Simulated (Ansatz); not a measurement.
The structure in question:

```
CELL_PARAMETERS angstrom
-2.10588 -0.00159 1.36845
2.10832 -0.00158 1.37220
0.00000 5.95978 -0.00691
ATOMIC_POSITIONS crystal
Cu 0.00000 0.00000 0.00000
Cu 0.66667 0.33333 0.66667
Cu 0.33333 0.66667 0.33333
```

**Describe what this structure looks like.**

The element is copper. Strictly the space group is Immm (No. 71, within 0.01 Å). It is a distorted form of a face-centred cubic structure, space group Fm-3m (No. 225) within 0.45 Å: face-centred cubic (Cu type). The cell holds three atoms.

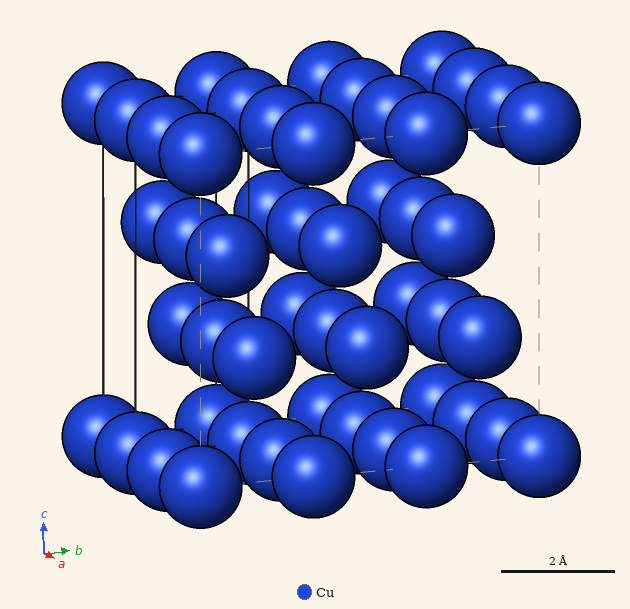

View slightly off an axis, drawn as a spheres-only model. The solid frame is a single unit cell within a 3×3×1 block. Colours: copper blue.

Its origin is a structure listed in the Materials Project. The cell was then strained or its atoms displaced on purpose. A calculation with Ansatz used it as input.

At this level of theory the cell isn't at rest (compressed, at 8 GPa), so its distances can differ from those at equilibrium, the more so the softer the solid.
